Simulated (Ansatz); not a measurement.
# Band-structure calculation of BN

- system: BN (Imm2, 2 atoms in the cell)
- method: DFT, r2SCAN, plane waves, PAW, no spin polarisation (Ansatz 0.2.0)

The structure derives from an entry of the Crystallography Open Database. The geometry comes from this level: r2SCAN (a point of a series of strains). It belongs to a series of runs on one base structure; here: shear_xy strain +2.6%.

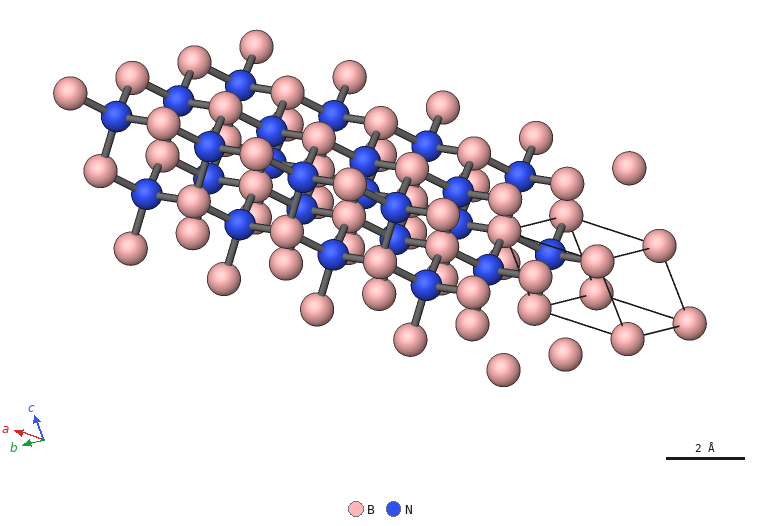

**Figure 1.** The structure as given in the input (ball-and-stick view of the reduced cell, repeated 4 × 3 × 2, seen at an oblique angle). Near neighbours in the crystal (not all of them lie inside the picture): B has 4 N at 1.55 to 1.58 Å; N has 4 B at 1.55 to 1.58 Å.

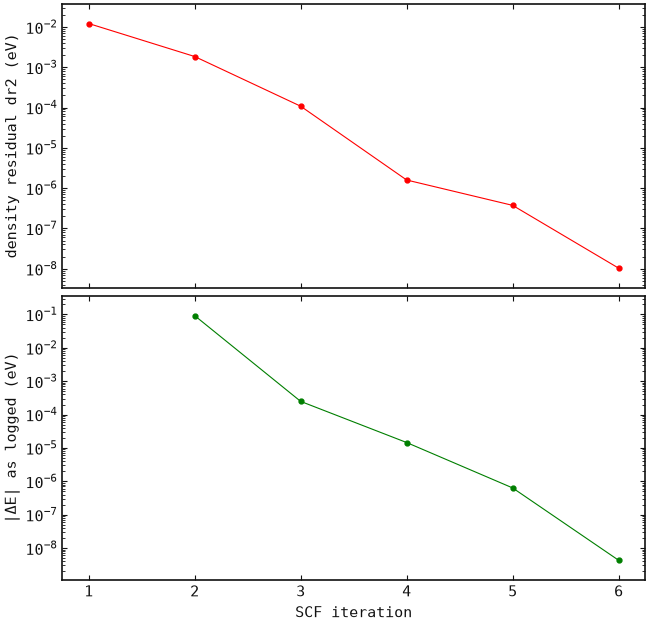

**Figure 2.** Convergence of the self-consistent field: density residual dr2 and size of the energy change against the SCF iteration. The residual falls at every step.

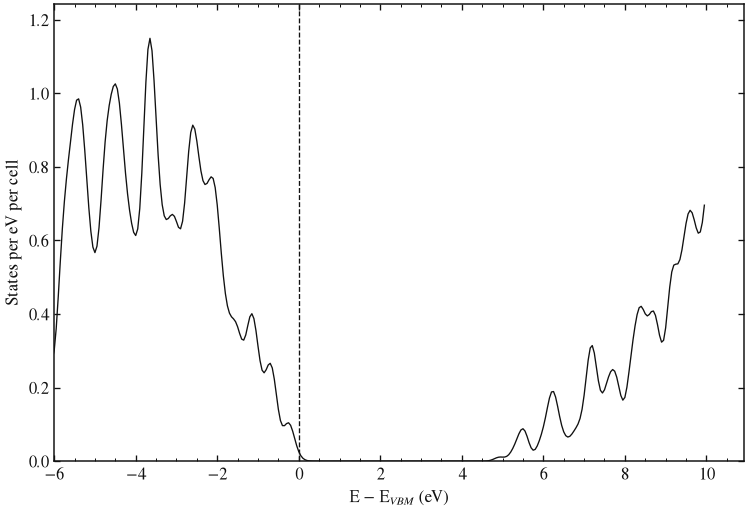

**Figure 3.** Density of states (the curve is built from the levels of the k mesh with Gaussians 0.3 eV wide, which also blur the band edges), with energies from the valence-band top. There is a gap of 4.89 eV on the k-point mesh. Small ripples come from the finite k-point mesh.

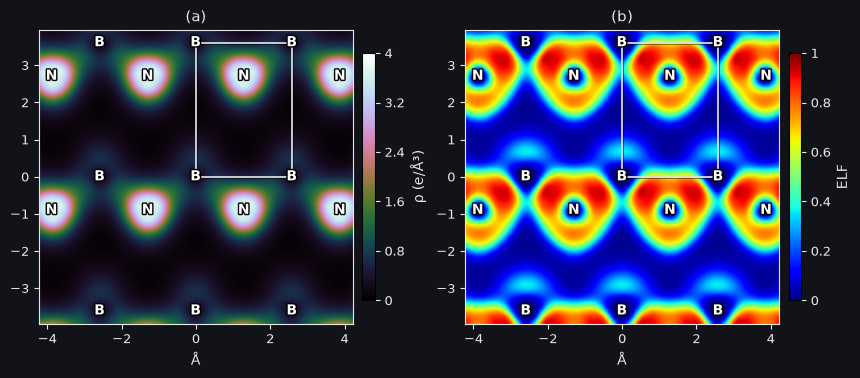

**Figure 4.** (a) valence pseudo-density; (b) ELF on the (100) plane of the conventional cell. Atoms in the plane: B and N. Away from the nuclei the density in this plane falls to 0.08 e/Å³ at its lowest. The fields are those of the smooth PAW valence density.

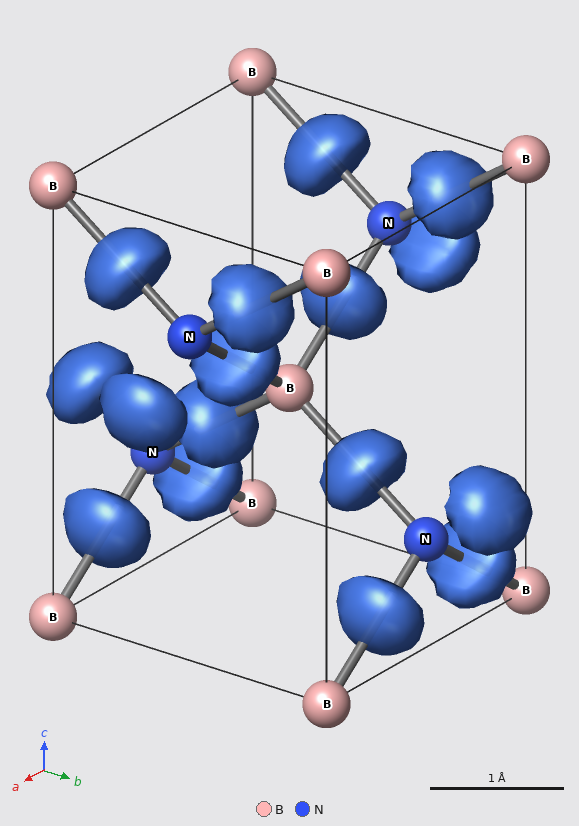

**Figure 5.** Isosurface of the ELF at 0.85 (blue), seen at an oblique angle. Core shells and regions of very low density are left out. Sticks mark near contacts. The outline is the cell set on symmetry axes.

These pictures come from the run below.

Input file:
```yaml
crystal:
  lattice:
    - [0.0236432017, 1.8048245542, 1.8048245542]
    - [1.8048245542, 0.0236432017, 1.8048245542]
    - [1.8284677559, 1.8284677559, 0.0]
  atoms:
    - { symbol: B, position: [0.0001192129, 0.0001192129, -0.0001192129] }
    - { symbol: "N", position: [0.2498807871, 0.2498807871, 0.2501192129] }
kpoints:
  mp_grid: { grid: [12, 12, 12] }
  band_path:
    path:
      - [0.0, 0.0, 0.0]
      - [-0.5, -0.5, 0.0]
      - [-0.375, -0.375, 0.25]
      - [-0.375, 0.0, 0.375]
      - [0.0, 0.0, 0.5]
      - [-0.5, -0.25, 0.25]
    npoints: 1
hamiltonian:
  xc: r2scan
scf:
  occupations: { method: fixed }
  n_extra_bands: 4
output:
  forces: true
  stress: true
  eigenvalues: true
  write_density: true
  write_potential: true
  elf: true
  volumetric_format: npy
```

Run as:
```bash
ansatz run input.yaml --threads 4 --pin off --max-ram 5529MiB --backend cpu --events-out ev --progress --plain --runs-dir out
```

The program's output:
```
scf.n_extra_bands = 4 over 4 filled bands (N_el = 8.0): the run solves 8 bands
Engine: ansatz 0.2.0, aarch64-unknown-linux-gnu
Pseudopotentials: kind: paw
Pseudopotential: B, paw, valence charge 3, recommended cutoff 500 eV (meta_gga), B.paw.azcp
Pseudopotential: N, paw, valence charge 5, recommended cutoff 500 eV (meta_gga), N.paw.azcp
Functional definition: r2SCAN
  parameter k0 = 0.174
  parameter k1 = 0.065
  parameter a1 = 4.9479
  exchange = r2scan_x(k0 = k0, k1 = k1, a1 = a1)
  correlation = r2scan_c
Crystal: 2 atoms, lattice volume = 11.756 Å³
Basis set: ecut = 500 eV, 295 PW (Γ), exchange–correlation on 80×80×80 points (64 copies of the dense FFT grid, shifted against one another)
Bands: 8, of which v1, the nominal top of the filled ones, is band 4 counted from 1 (3 counted from 0)
Symmetry: 4 space group operations
Space group: Imm2 (ITA 44), of the structure as read, at distance tolerance 2.3e-5 Å
k-points: 280 of 1728 (time reversal used)
Non-local potential: B, projectors of the file, l = 0: 2, l = 1: 2, l = 2: 1
Non-local potential: N, projectors of the file, l = 0: 2, l = 1: 2, l = 2: 1
PAW form: soft (Blöchl's): semilocal exchange-correlation on the pseudo side does not see the compensation charge
PAW frozen core: B, regenerated for the run's functional (the file was generated under x = pbe(κ = 0.804, μ = 0.2195149727645171), c = pbe(β = 0.06672455060314922))
PAW frozen core: N, regenerated for the run's functional (the file was generated under x = pbe(κ = 0.804, μ = 0.2195149727645171), c = pbe(β = 0.06672455060314922))
PAW one-centre angular grid: B, 302 points (default); XC on 160 Gauss nodes
PAW one-centre angular grid: N, 302 points (default); XC on 160 Gauss nodes
Initial density: superposition of atomic densities (neutral atoms: chi_scale 0, normalization atom), corrected by the library's trained network
Initial wavefunctions: pseudopotential atomic-orbital guess
Functional: x = r2scan, c = r2scan; τ floored in thin density (d = 2e-4 eV/Å³)
SCF iter   1: F=—  HF=-543.902436 eV  |F-HF|=—  |Δ(HF+E_count)|=         —  Δρ=1.17e-2  dr2=1.22e-2  dr2_τ=3.29e-1  ethr=1.77e-3  ⟨swp⟩=4.0  Hψ=12880  notcnv=0  defer=434
preconditioner: auto → none  [insulator: Δε(μ)=4.835 eV  Ē_g=21.381 eV  n_scr=0 (ndim 8)  ℏωp=30.6 eV  f_vac=0.000  ε∞_Penn≈3.1]
SCF iter   2: F=—  HF=-543.994571 eV  |F-HF|=—  |Δ(HF+E_count)|=   9.21e-2  Δρ=6.54e-3  dr2=1.85e-3  dr2_τ=2.28e-4  ethr=1.52e-4  ⟨swp⟩=2.0  Hψ=6174  notcnv=0  defer=546
SCF iter   3: F=—  HF=-543.994819 eV  |F-HF|=—  |Δ(HF+E_count)|=   2.48e-4  Δρ=1.58e-3  dr2=1.08e-4  dr2_τ=2.90e-5  ethr=2.32e-5  ⟨swp⟩=3.0  Hψ=3496  notcnv=0  defer=560
SCF iter   4: F=—  HF=-543.994833 eV  |F-HF|=—  |Δ(HF+E_count)|=   1.45e-5  Δρ=1.61e-4  dr2=1.59e-6  dr2_τ=1.74e-7  ethr=1.35e-6  ⟨swp⟩=2.5  Hψ=3543  notcnv=0  defer=560
SCF iter   5: F=—  HF=-543.994834 eV  |F-HF|=—  |Δ(HF+E_count)|=   6.32e-7  Δρ=6.24e-5  dr2=3.73e-7  dr2_τ=1.71e-8  ethr=1.99e-8  ⟨swp⟩=2.6  Hψ=3363  notcnv=0
SCF iter   6: F=-543.994834 eV  HF=-543.994834 eV  |F-HF|=2.78e-9  |Δ(HF+E_count)|=   4.29e-9  Δρ=1.10e-5  dr2=1.03e-8  dr2_τ=2.32e-10  ethr=1.25e-9  ⟨swp⟩=9.5  Hψ=15608  notcnv=0
SCF 1 converged in 6 iterations: F = -543.994834 eV  dr2 = 1.03e-8
  greatest PAW one-centre occupation: 0.797 electrons in one spin orbital (limit 2), on the N atom at site 1 (counted from 0), in its partial waves of l = 0
NSCF: frozen V_eff on 6 k-points
SCF converged after 6 iterations
Free energy (F): -543.994834 eV
Harris-Foulkes:  -543.994834 eV  (|F-HF|=2.78e-9)
Internal energy: -543.994834 eV  (E = F + TS)
E sigma→0 (E₀):  -543.994834 eV
Fermi energy:    11.147050 eV
--- Per-component energies (eV) ---
  E_band       = 22.349037
  E_kinetic    = 186.199876
  E_local      = -174.842550  (includes V_loc(G=0)·N_el)
  E_nonlocal   = 55.897504
  E_hartree    = 49.552027
  E_xc         = -92.371660
  E_vxc        = -127.848699  (∫ρ·V_xc dr)
  E_paw        = -209.485967  (= ΣΔE_a)
  E_vpaw       = -23.161202  (= ΣTr[D̂ρ^β])
  E_aug_tail   = 0.000020  (compensation charges beyond the density's cutoff)
  E_vtau       = 7.001191  (kinetic-family band-sum trace: ∫τ·v_τ [+ j·A + Jᵃ·Aᵃ] dr)
  E_ewald      = -358.896078
  E_core_change = -0.048007  (= ΣΔE_core)
  E_smearing   = -0.000000  (= −TS)
  E_closure    = 0.000000  (closes the sum)
  Σ components = -543.994834   (vs F -543.994834, Δ=0.00e0)
--- Forces (eV/Å), atoms counted from 1 ---
  atom   1  B     -0.00000000     0.00000000     0.00006225
  atom   2  N      0.00000000    -0.00000000    -0.00006076
  max |Σ_I F_I| component: 1.49e-6 eV/Å
--- Stress (GPa, compression-positive) ---
        0.462334     -12.258323       0.000000
      -12.258323       0.462334      -0.000000
        0.000000      -0.000000       0.095507
  P = ⅓ Tr σ = 0.3401 GPa (3.401 kbar)
--- Band table (eV; the first three rows and the last of 280) ---
  k-point 0: bands = ["-10.2601", "11.0247", "11.0748", "11.1471", "20.3217", "20.4895", "21.0308", "22.3730"]
  k-point 1: bands = ["-10.0881", "10.0535", "10.8865", "10.9673", "20.5926", "20.9490", "21.3030", "22.7920"]
  k-point 2: bands = ["-9.5792", "7.8214", "10.4628", "10.5248", "21.1131", "21.6569", "21.9375", "24.0596"]
  k-point 279: bands = ["-4.5271", "1.7354", "5.7204", "6.2252", "16.0413", "21.0086", "30.4335", "30.4660"]
```

File v_z.tsv:
```
# z_ang	v_es[eV]	v_tot[eV]
# format = ansatz-planar-average/11
# xc	r2scan
# density_cutoff_ev	2000
# datasets	B=:simpson_from_first_knot:soft:shift=0	N=:simpson_from_first_knot:soft:shift=0
# lattice	0.023643202	1.804824554	1.804824554
# lattice	1.804824554	0.023643202	1.804824554
# lattice	1.828467756	1.828467756	0.000000000
# sites	2
# site	5	0.000000000	0.000000000	0.000430317
# site	7	0.914233878	0.914233878	0.901981960
0.000000	-3.956661e0	-1.900844e1
0.129292	-5.656629e0	-2.158779e1
0.258584	-6.640814e0	-2.306455e1
0.387877	-6.704899e0	-2.324705e1
0.517169	-5.796040e0	-2.227513e1
0.646461	-4.066593e0	-2.019695e1
0.775753	-1.791946e0	-1.733315e1
0.905045	7.967943e-1	-1.411117e1
1.034338	3.570975e0	-1.056599e1
1.163630	6.376315e0	-6.817186e0
1.292922	8.870453e0	-3.355105e0
1.422214	1.062351e1	-7.678318e-1
1.551506	1.136433e1	5.105515e-1
1.680799	1.104704e1	5.037705e-1
1.810091	9.844379e0	-5.324383e-1
1.939383	7.894867e0	-2.625462e0
2.068675	5.422054e0	-5.567563e0
2.197967	2.873897e0	-8.876435e0
2.327260	4.876143e-1	-1.235151e1
2.456552	-1.817137e0	-1.582442e1
```

Summary:

```json
{"quantity": "outcome", "value": "converged"}
{"quantity": "space group (tolerance 0.01 Å)", "value": "Imm2 (44)"}
{"quantity": "electrons treated", "value": "8"}
{"quantity": "free energy", "value": "−543.9948 eV"}
{"quantity": "Fermi energy", "value": "11.147 eV"}
{"quantity": "gap on the k-point mesh", "value": "4.89 eV"}
{"quantity": "pressure", "value": "0.34 GPa"}
{"quantity": "largest force (length of the vector)", "value": "under 0.001 eV/Å"}
{"quantity": "hardware", "value": "4 threads of Arm Neoverse V1, 24 GiB of memory available, shared host"}
{"quantity": "wall time", "value": "2.6 s (CPU time 9.8 s)"}
{"quantity": "peak memory", "value": "0.36 GiB"}
```
